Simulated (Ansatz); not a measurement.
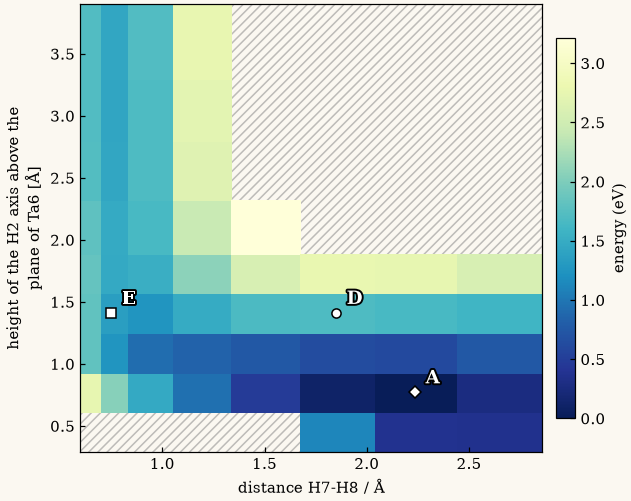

H₂ on a Ta(111) slab cut from the Im-3m phase, its upper half relaxed before the scan (6 atoms of substrate and one adsorbate in a 1 × 1 cell). H2 lies flat over one site of a rigid substrate while its bond length and height are varied; it sits over a hollow of the top layer over the deeper atom Ta5, heights counted from the top plane, its axis along the first surface vector. Coordinates scanned: (1) distance H7-H8; (2) height of the H2 axis above the plane of Ta6. The grid has 8 × 9 points. At 20 points there is no value (left out: too close to the surface, or the stretched molecule far from it). Points are written as (first, second). Energies are in eV, from the lowest grid point. Method: DFT LDA, scalar-relativistic, plane waves, PAW (Ansatz). Settings: cutoff 420 eV, k-mesh 6×6×1, gaussian smearing 0.1 eV, no spin polarisation.

In the figure: one coloured cell a grid point, hatched blanks where no value was computed, lettered points.

Is A the lowest point of the computed grid?

Yes. A, at (2.235 Å, 0.77 Å), has the lowest energy of the grid.

Rank the lettered points by energy, lowest first.

A (0.00 eV), E (1.36 eV), D (1.69 eV).

PAW datasets: the set soft_1.
